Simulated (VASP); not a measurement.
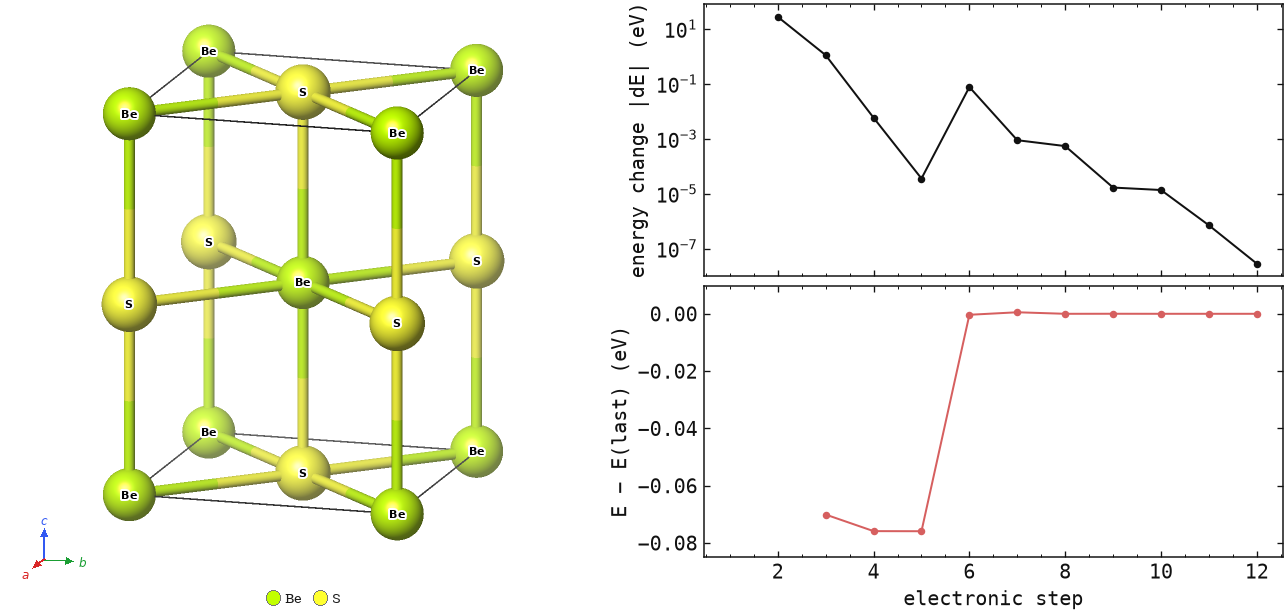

Beside the plot: the structure in its conventional cell.

The plot shows the electronic steps of a calculation: energy change |dE|, free energy less its last value. The first two energies lie far off the scale and aren't drawn.

BeS (2 atoms in the cell), run with VASP.

INCAR
```
ENCUT = 520.000000
SIGMA = 0.020000
EDIFF = 1.00e-07
GGA = PE
PREC = Accurate
IBRION = -1
ISIF = 2
ISMEAR = -1
NBANDS = 11
NSW = 0
LASPH = .TRUE.
LCHARG = .FALSE.
LWAVE = .FALSE.
LREAL = .FALSE.
NELM = 94
LDAU = .TRUE.
LDAUTYPE = 2
LDAUL = 2 2 2
LDAUU = 4 4 4
```

KPOINTS
```
KPOINTS created by Atomic Simulation Environment
0
Gamma
10 10 10
0 0 0
```

POSCAR
```
Be S
 1.0000000000000000
     0.0207398099250001    2.3172971969249998    2.3172971969252236
     2.3172971969249998    0.0207398099250001    2.3172971969252236
     2.3380370069000000    2.3380370069000000    0.0000000000504478
 Be  S
   1   1
Cartesian
  0.0000000000000000  0.0000000000000000  0.0000000000000000
  2.3380370068750000  2.3380370068750000  2.3172971969504470
```

Was self-consistency reached?

Converged, in 12 steps. The energy change comes down, with one marked jump up, by about 3 orders of magnitude, at step 6. The jump at step 6 comes where the charge density, held fixed for the first 5 steps, starts to be updated.

Is anything amiss with this input?

The input holds a fault (wrong count of Hubbard values). The SCF closed all the same, which doesn't make the results meaningful for the real system.
